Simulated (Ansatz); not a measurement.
**Geometry relaxation of Ta**

System: Ta (Im-3m, 1 atom in the cell).
Method: DFT PBE, scalar-relativistic, plane waves, PAW, no spin polarisation (Ansatz 0.2.0).

Figures and captions count atoms from 1; the log counts them from 0 in places.

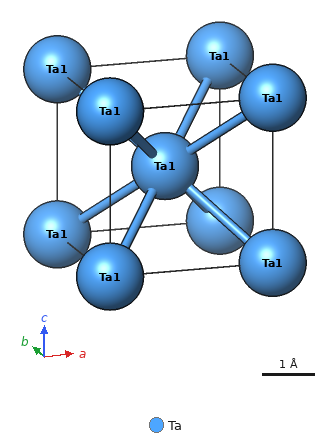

**Figure 1.** The input geometry (ball-and-stick view of the cell 2 times as large as that of the calculation, set on its symmetry axes, seen slightly off an axis; atoms are numbered from 1 in the order of the input).

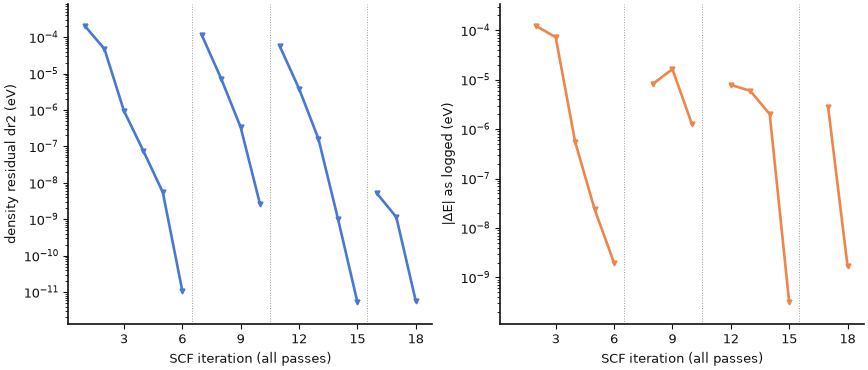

**Figure 2.** Convergence of the self-consistent field: density residual dr2 and size of the energy change against the SCF iteration. The dotted lines part the SCF passes of the relaxation: geometry steps, rejected trials and re-solves on a re-selected basis. The passes take 6, 4, 5 and 3 iterations.

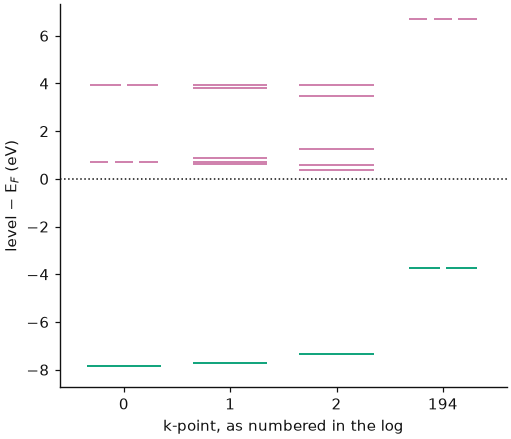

**Figure 3.** Kohn–Sham levels near the Fermi level (dotted) at the few k-points that the log prints; levels within 0.02 eV of each other stand side by side. The system is metallic on the full mesh.

The input that produced these results follows, with the program's output.

### Input
```yaml
crystal:
  lattice:
    - [-1.6549986157, 1.6549986157, 1.6549986157]
    - [1.6549986157, -1.6549986157, 1.6549986157]
    - [1.6549986157, 1.6549986157, -1.6549986157]
  atoms:
    - { symbol: Ta, position: [0.0, 0.0, 0.0] }
basis:
  ecutwfc: 420
kpoints:
  mp_grid: { grid: [18, 18, 18] }
hamiltonian:
  xc: pbe
scf:
  occupations: { method: gaussian, width: 0.1 }
output:
  forces: true
  stress: true
  eigenvalues: true
relax:
  adjacent_minimum: "off"
  f_tol: 0.005
  max_steps: 80
  cell: { stress_tol: 0.05 }
```

Command:
```bash
ansatz run input.yaml --threads 2 --pin off --max-ram 4096MiB --backend cpu --events-out ev --progress --plain --runs-dir out
```

### The program's output
```
Engine: ansatz 0.2.0, x86_64-unknown-linux-gnu
Pseudopotentials: kind: paw
Pseudopotential: Ta, paw, valence charge 13, recommended cutoff 420 eV (normal), Ta.paw.azcp
Functional definition: PBE
  parameter kappa = 0.804
  parameter beta = 0.06672455060314922
  exchange = pbe_x(kappa = kappa, mu = beta*pi^2/3)
  correlation = pbe_c(beta = beta)
Crystal: 1 atoms, lattice volume = 18.132 Å³
Basis set: ecut = 420 eV, 369 PW (Γ), exchange–correlation on 40×40×40 points (8 copies of the dense FFT grid, shifted against one another)
Bands: 11, of which v1, the nominal top of the filled ones, is band 7 counted from 1 (6 counted from 0)
Symmetry: 48 space group operations
Space group: Im-3m (ITA 229), of the structure as read, at distance tolerance 2.6e-5 Å
k-points: 195 of 5832
Non-local potential: Ta, projectors of the file, l = 0: 3, l = 1: 2, l = 2: 2, l = 3: 1
PAW form: soft (Blöchl's): semilocal exchange-correlation on the pseudo side does not see the compensation charge
PAW one-centre angular grid: Ta, 590 points (default); XC on 64 Gauss nodes
Initial density: superposition of atomic densities (neutral atoms: chi_scale 0, normalization atom), corrected by the library's trained network
Initial wavefunctions: pseudopotential atomic-orbital guess
Functional: x = pbe(κ = 0.804, μ = 0.2195149727645171), c = pbe(β = 0.06672455060314922)
SCF iter   1: F=—  HF=-9932.253762 eV  |F-HF|=—  |Δ(HF+E_count)|=         —  Δρ=2.09e-3  dr2=2.03e-4  ethr=1.77e-3  ⟨swp⟩=5.1  Hψ=12002  notcnv=0
preconditioner: auto → none  [metal: Δε(μ)=0.029 eV  Ē_g=8.256 eV  σ=0.100 eV  W_gap=0.16  n_scr=0 (ndim 8)  ℏωp=19.5 eV  f_vac=0.000  D(μ)=1.21/eV (n_scr^D=12)]
SCF iter   2: F=—  HF=-9932.253640 eV  |F-HF|=—  |Δ(HF+E_count)|=   1.22e-4  Δρ=9.91e-4  dr2=4.77e-5  ethr=1.56e-6  ⟨swp⟩=2.2  Hψ=4707  notcnv=0
SCF iter   3: F=—  HF=-9932.253712 eV  |F-HF|=—  |Δ(HF+E_count)|=   7.26e-5  Δρ=1.50e-4  dr2=9.57e-7  ethr=3.67e-7  ⟨swp⟩=2.1  Hψ=2566  notcnv=0
iter 4 did not close the SCF: its close was put off for the readings that it lacked (scf_convergence_deferred on its scf_iter line)
SCF iter   4: F=-9932.253713 eV  HF=-9932.253713 eV  |F-HF|=3.04e-8  |Δ(HF+E_count)|=   5.53e-7  Δρ=3.83e-5  dr2=7.56e-8  ethr=7.36e-9  ⟨swp⟩=2.0  Hψ=3322  notcnv=0
iter 5 did not close the SCF: its close was put off for the readings that it lacked (scf_convergence_deferred on its scf_iter line)
SCF iter   5: F=-9932.253713 eV  HF=-9932.253713 eV  |F-HF|=2.53e-9  |Δ(HF+E_count)|=   2.39e-8  Δρ=1.06e-5  dr2=5.50e-9  ethr=5.82e-10  ⟨swp⟩=1.0  Hψ=2085  notcnv=0
SCF iter   6: F=-9932.253713 eV  HF=-9932.253713 eV  |F-HF|=1.82e-12  |Δ(HF+E_count)|=   1.96e-9  Δρ=3.42e-7  dr2=1.10e-11  ethr=4.23e-11  ⟨swp⟩=2.9  Hψ=7252  notcnv=0
SCF 1 converged in 6 iterations: F = -9932.253713 eV  dr2 = 1.10e-11
  greatest PAW one-centre occupation: 0.999 electrons in one spin orbital (limit 2), on the Ta atom at site 0 (counted from 0), in its partial waves of l = 0
relax step   1: F+E_penalty+E_count = -9932.25371294 eV  Δ(F+E_penalty+E_count) = +0.000e0 eV  max|allowed force component| = 0.000e0 eV/Å  Δτ_max = 0.0000 Å  P = +1.570 GPa  Ω = 18.132 Å³  (6 SCF iters, dr2 threshold 1.00e-7 eV, accepted)
Crystal: 1 atoms, lattice volume = 18.701 Å³
Initial density: handed on by an earlier stage of this run
Initial wavefunctions: those handed on with the density
iter 1 solved again at ethr=1.49e-6 eV; its pass at ethr=3.10e-3 eV (dr2=1.94e-4 eV) is discarded
SCF iter   1: F=—  HF=-9932.248446 eV  |F-HF|=—  |Δ(HF+E_count)|=         —  Δρ=9.30e-4  dr2=1.16e-4  ethr=1.49e-6  ⟨swp⟩=2.8  Hψ=15584  notcnv=0
preconditioner: auto → none  [metal: Δε(μ)=0.007 eV  Ē_g=8.012 eV  σ=0.100 eV  W_gap=0.04  n_scr=0 (ndim 8)  ℏωp=19.2 eV  f_vac=0.000  D(μ)=1.24/eV (n_scr^D=12)]
SCF iter   2: F=—  HF=-9932.248454 eV  |F-HF|=—  |Δ(HF+E_count)|=   8.25e-6  Δρ=3.44e-4  dr2=7.27e-6  ethr=8.89e-7  ⟨swp⟩=2.4  Hψ=2945  notcnv=0
SCF iter   3: F=—  HF=-9932.248471 eV  |F-HF|=—  |Δ(HF+E_count)|=   1.64e-5  Δρ=8.59e-5  dr2=3.38e-7  ethr=5.59e-8  ⟨swp⟩=2.0  Hψ=2592  notcnv=0
SCF iter   4: F=-9932.248472 eV  HF=-9932.248472 eV  |F-HF|=1.36e-9  |Δ(HF+E_count)|=   1.27e-6  Δρ=3.73e-6  dr2=2.55e-9  ethr=7.69e-10  ⟨swp⟩=5.3  Hψ=9834  notcnv=0
SCF 2 converged in 4 iterations: F = -9932.248472 eV  dr2 = 2.55e-9
relax step   2: F+E_penalty+E_count = -9932.24847213 eV  Δ(F+E_penalty+E_count) = +5.241e-3 eV  max|allowed force component| = 0.000e0 eV/Å  Δτ_max = 0.0000 Å  P = -4.275 GPa  Ω = 18.701 Å³  energy of the carried Pulay correction = -1.956e-4 eV  (4 SCF iters, dr2 threshold 1.00e-7 eV, rejected (line search))
Crystal: 1 atoms, lattice volume = 18.282 Å³
iter 1 solved again at ethr=8.31e-7 eV; its pass at ethr=3.10e-3 eV (dr2=1.08e-4 eV) is discarded
SCF iter   1: F=—  HF=-9932.254350 eV  |F-HF|=—  |Δ(HF+E_count)|=         —  Δρ=6.79e-4  dr2=5.85e-5  ethr=8.31e-7  ⟨swp⟩=2.7  Hψ=15388  notcnv=0
preconditioner: auto → none  [metal: Δε(μ)=0.024 eV  Ē_g=8.187 eV  σ=0.100 eV  W_gap=0.13  n_scr=0 (ndim 8)  ℏωp=19.4 eV  f_vac=0.000  D(μ)=1.22/eV (n_scr^D=12)]
SCF iter   2: F=—  HF=-9932.254358 eV  |F-HF|=—  |Δ(HF+E_count)|=   7.87e-6  Δρ=2.54e-4  dr2=3.89e-6  ethr=4.50e-7  ⟨swp⟩=2.4  Hψ=2935  notcnv=0
SCF iter   3: F=—  HF=-9932.254364 eV  |F-HF|=—  |Δ(HF+E_count)|=   5.96e-6  Δρ=6.06e-5  dr2=1.62e-7  ethr=3.00e-8  ⟨swp⟩=2.0  Hψ=2589  notcnv=0
SCF iter   4: F=—  HF=-9932.254366 eV  |F-HF|=—  |Δ(HF+E_count)|=   2.01e-6  Δρ=2.46e-6  dr2=1.04e-9  ethr=1.24e-9  ⟨swp⟩=2.6  Hψ=3156  notcnv=0
SCF iter   5: F=-9932.254366 eV  HF=-9932.254366 eV  |F-HF|=0.00e0  |Δ(HF+E_count)|=  3.18e-10  Δρ=2.70e-7  dr2=5.33e-12  ethr=1.00e-12  ⟨swp⟩=4.6  Hψ=9852  notcnv=0
SCF 3 converged in 5 iterations: F = -9932.254366 eV  dr2 = 5.33e-12
relax step   3: F+E_penalty+E_count = -9932.25436593 eV  Δ(F+E_penalty+E_count) = -6.530e-4 eV  max|allowed force component| = 0.000e0 eV/Å  Δτ_max = 0.0000 Å  P = -0.047 GPa  Ω = 18.282 Å³  energy of the carried Pulay correction = -5.197e-5 eV  (5 SCF iters, accepted)
Initial wavefunctions: pseudopotential atomic-orbital guess (no wavefunctions were taken with the density)
iter 1 solved again at ethr=5.39e-8 eV; its pass at ethr=3.10e-3 eV (dr2=7.00e-6 eV) is discarded
SCF iter   1: F=—  HF=-9932.254419 eV  |F-HF|=—  |Δ(HF+E_count)|=         —  Δρ=1.60e-5  dr2=5.16e-9  ethr=5.39e-8  ⟨swp⟩=3.1  Hψ=17924  notcnv=0
preconditioner: auto → none  [metal: Δε(μ)=0.021 eV  Ē_g=8.190 eV  σ=0.100 eV  W_gap=0.12  n_scr=0 (ndim 8)  ℏωp=19.4 eV  f_vac=0.000  D(μ)=1.22/eV (n_scr^D=12)]
SCF iter   2: F=—  HF=-9932.254422 eV  |F-HF|=—  |Δ(HF+E_count)|=   2.85e-6  Δρ=7.82e-6  dr2=1.15e-9  ethr=3.97e-11  ⟨swp⟩=2.3  Hψ=3146  notcnv=0
SCF iter   3: F=-9932.254422 eV  HF=-9932.254422 eV  |F-HF|=0.00e0  |Δ(HF+E_count)|=   1.71e-9  Δρ=3.81e-7  dr2=5.72e-12  ethr=1.00e-12  ⟨swp⟩=5.2  Hψ=11700  notcnv=0
SCF 4 converged in 3 iterations: F = -9932.254422 eV  dr2 = 5.72e-12
relax step   4: F+E_penalty+E_count = -9932.25442234 eV  Δ(F+E_penalty+E_count) = -5.641e-5 eV  max|allowed force component| = 0.000e0 eV/Å  Δτ_max = 0.0000 Å  P = -0.043 GPa  Ω = 18.282 Å³  stress off target by 4.29e-2 GPa  SCF on the basis re-selected at this cell (its energy is not comparable with the rows above)  (3 SCF iters)
basis re-selected at this cell: Δ(F+E_penalty+E_count) = -5.641e-5 eV, ΔP = +0.004 GPa vs the last step (what re-selecting the basis moved, of the pressure what is left beyond the Pulay correction that the steps carried, after the strain that the cell walked since its last selection, with what the two solves' SCF thresholds leave and, on support functions, any second-order correction that the steps lacked; it is no measure of the basis error at this ecutwfc). This SCF's stress stands 4.29e-2 GPa from its target on what of the cell is left free (relax.cell.stress_tol is 5.00e-2 GPa) and its largest allowed force component is 0.00e0 eV/Å (relax.f_tol is 5.00e-3 eV/Å): within both
SCF converged after 3 iterations
Free energy (F): -9932.254422 eV
Harris-Foulkes:  -9932.254422 eV  (|F-HF|=0.00e0)
Internal energy: -9932.248338 eV  (E = F + TS)
E sigma→0 (E₀):  -9932.251380 eV
Entropy (-TS):   -0.006084 eV (-6.084 meV/atom)
Fermi energy:    18.338511 eV
--- Per-component energies (eV) ---
  E_band       = -107.521577
  E_kinetic    = 365.624524
  E_local      = -555.989183  (includes V_loc(G=0)·N_el)
  E_nonlocal   = 14.737827
  E_hartree    = 192.472994
  E_xc         = -218.345790
  E_vxc        = -203.897334  (∫ρ·V_xc dr)
  E_paw        = -8396.600556  (= ΣΔE_a)
  E_vpaw       = -112.943530  (= ΣTr[D̂ρ^β])
  E_aug_tail   = 0.000133  (compensation charges beyond the density's cutoff)
  E_ewald      = -1334.148287
  E_smearing   = -0.006084  (= −TS)
  E_closure    = 0.000000  (closes the sum)
  Σ components = -9932.254422   (vs F -9932.254422, Δ=0.00e0)
--- Forces (eV/Å), atoms counted from 1 ---
  atom   1  Ta     0.00000000     0.00000000     0.00000000
  max |Σ_I F_I| component: 9.04e-32 eV/Å
--- Stress (GPa, compression-positive) ---
       -0.042923       0.000000      -0.000000
        0.000000      -0.042923      -0.000000
       -0.000000       0.000000      -0.042923
  P = ⅓ Tr σ = -0.0429 GPa (-0.429 kbar)
--- Band table (eV; the first three rows and the last of 195) ---
  k-point 0: bands = ["-48.7829", "-14.7512", "-14.7512", "-14.7512", "10.4854", "19.0634", "19.0634", "19.0634", "22.2856", "22.2856", "32.8883"]
  k-point 1: bands = ["-48.7797", "-14.7878", "-14.7626", "-14.7514", "10.6206", "18.9748", "19.0386", "19.1962", "22.1392", "22.2857", "33.0107"]
  k-point 2: bands = ["-48.7703", "-14.8922", "-14.7951", "-14.7519", "11.0127", "18.7307", "18.9335", "19.5907", "21.8323", "22.2935", "33.3197"]
  k-point 194: bands = ["-48.5934", "-15.5343", "-15.5343", "-15.5343", "14.6111", "14.6111", "25.0500", "25.0500", "25.0500", "26.8041", "26.8041"]
--- Relaxed structure (3 steps of the walk, 2 accepted, 1 SCFs on fresh bases) ---
  F+E_penalty+E_count = -9932.25442234 eV   max|allowed force component| = 0.000e0 eV/Å   (the final SCF, on the basis selected at the relaxed cell)
  cell:  # Å, volume = 18.2815 Å³
    - [-1.6595270120151728, 1.6595270120151728, 1.6595270120151728]
    - [1.6595270120151728, -1.6595270120151728, 1.6595270120151728]
    - [1.6595270120151728, 1.6595270120151728, -1.6595270120151728]
  atoms:
    - { symbol: Ta, position: [0.0, 0.0, 0.0] }
```

### Trajectory as extended XYZ (Å, eV, eV/Å), 4 frames, from step=1 to step=4
```
1
Lattice="-1.6550 1.6550 1.6550 1.6550 -1.6550 1.6550 1.6550 1.6550 -1.6550" Properties=species:S:1:pos:R:3:forces:R:3 step=1 energy=-9932.25371 pressure_GPa=1.57
Ta    0.0000    0.0000    0.0000    0.0000   0.0000   0.0000
1
Lattice="-1.6721 1.6721 1.6721 1.6721 -1.6721 1.6721 1.6721 1.6721 -1.6721" Properties=species:S:1:pos:R:3:forces:R:3 step=2 energy=-9932.24847 pressure_GPa=-4.28 accepted=F
Ta    0.0000    0.0000    0.0000    0.0000   0.0000   0.0000
1
Lattice="-1.6595 1.6595 1.6595 1.6595 -1.6595 1.6595 1.6595 1.6595 -1.6595" Properties=species:S:1:pos:R:3:forces:R:3 step=3 energy=-9932.25437 pressure_GPa=-0.05
Ta    0.0000    0.0000    0.0000    0.0000   0.0000   0.0000
1
Lattice="-1.6595 1.6595 1.6595 1.6595 -1.6595 1.6595 1.6595 1.6595 -1.6595" Properties=species:S:1:pos:R:3:forces:R:3 step=4 energy=-9932.25442 pressure_GPa=-0.04
Ta    0.0000    0.0000    0.0000    0.0000   0.0000   0.0000
```

### Key numbers

```csv
quantity,value
outcome,converged
space group (tolerance 0.01 Å),Im-3m (229)
electrons treated,13
free energy,−9932.2544 eV
Fermi energy,18.339 eV
gap on the k-point mesh,none (metallic)
pressure,−0.04 GPa
final volume,18.28 Å³
largest force (length of the vector) at the end,under 0.001 eV/Å
final cell,"a = 2.874 Å, b = 2.874 Å, c = 2.874 Å, α = 109.47°, β = 109.47°, γ = 109.47°"
hardware,"2 threads of Intel Xeon (Emerald Rapids), 192 GiB of memory available, shared host"
wall time,3.1 s (CPU time 5.7 s)
peak memory,0.39 GiB
```

### Remarks

Spin–orbit coupling is left out, which matters for Ta.
